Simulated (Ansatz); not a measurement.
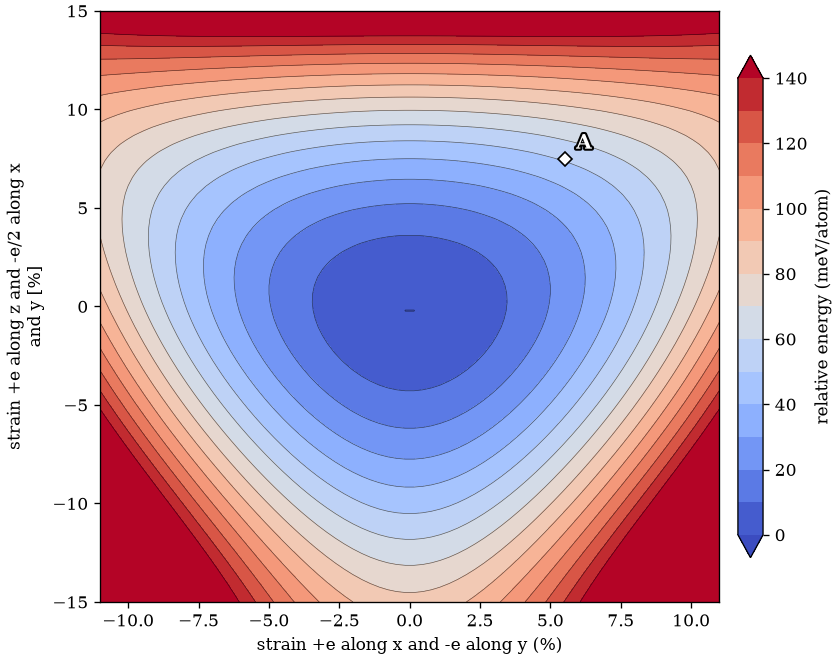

Ni (Fm-3m, No. 225; 1 atom in the cell). 
- The energy is mapped over two homogeneous strains (x, y and z along the cube axes).
- Coordinates scanned: (1) strain +e along x and -e along y; (2) strain +e along z and -e/2 along x and y.
- Nothing is relaxed (symmetry fixes all fractional coordinates).
- The scan uses a 5 × 5 grid; 15 points were computed and 10 follow by symmetry.
- Points are written as (first, second).
- Energies are in meV/atom, from the lowest grid point.
- The electronic state followed may not be the lowest one.
- All numbers below come from Ansatz, DFT PBE, scalar-relativistic, plane waves, PAW. Settings: cutoff 520 eV, k-mesh 22×22×22, gaussian smearing 0.15 eV, spin-polarised.

In the figure: filled contours, one colour for all values above the top of the scale, the point A. Between grid points the surface is interpolated.

> Is A at rest? If not, where is it pushed?

A, at (5.5 %, 7.5 %), is not a stationary point. The computed force is 4 meV/atom for each 1 % towards smaller values of the first coordinate and 9.4 meV/atom for each 1 % towards smaller values of the second coordinate.

PAW datasets: the set soft_1.
